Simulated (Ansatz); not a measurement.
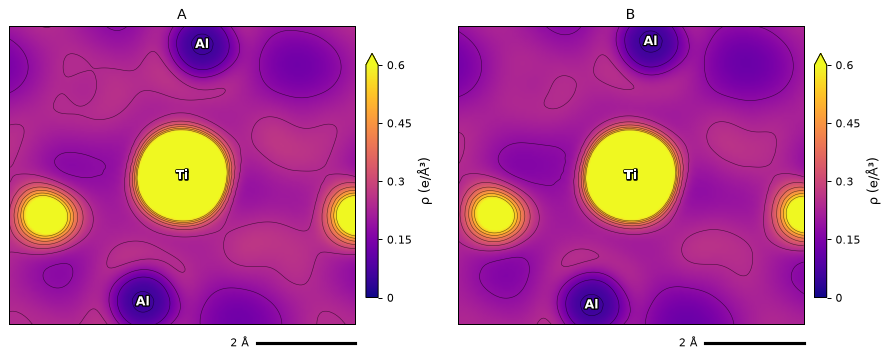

TiAl2. The valence electron density of two cells that differ in size and shape, on the (011) plane of each (indices in the axes of the calculation cell), at one length scale and on one colour scale; one has 14.5 and the other 15.1 Å³ an atom.

Level of theory: DFT LDA, scalar-relativistic, plane waves, PAW in Ansatz 0.2.0.

The larger cell:

```
Ti Al
1.0
     1.94905   -6.02668    0.00000
     1.94905    6.02668    0.00000
     0.00000    0.00000    3.86160
Ti Al
2 4
Cartesian
  1.9491 -1.8810 0.0000
  1.9491 1.8810 0.0000
  0.0000 0.0000 0.0000
  1.9491 -3.9412 1.9308
  1.9491 3.9412 1.9308
  1.9491 0.0000 1.9308
```

The smaller cell: a = 6.361 Å, b = 6.361 Å, c = 3.676 Å, α = 90.00°, β = 90.00°, γ = 144.16°.

Question: Which is the denser cell? Describe the effect of the change.

Answer: Panel A is the smaller cell, by 4 % in volume. From the larger cell to the smaller, Ti–Al goes from 2.75 to 2.69 Å, and the density at its midpoint from 0.22 to 0.23 e/Å³; the pressure goes from 0.0 to 5 GPa.

PAW datasets: the set soft_1.
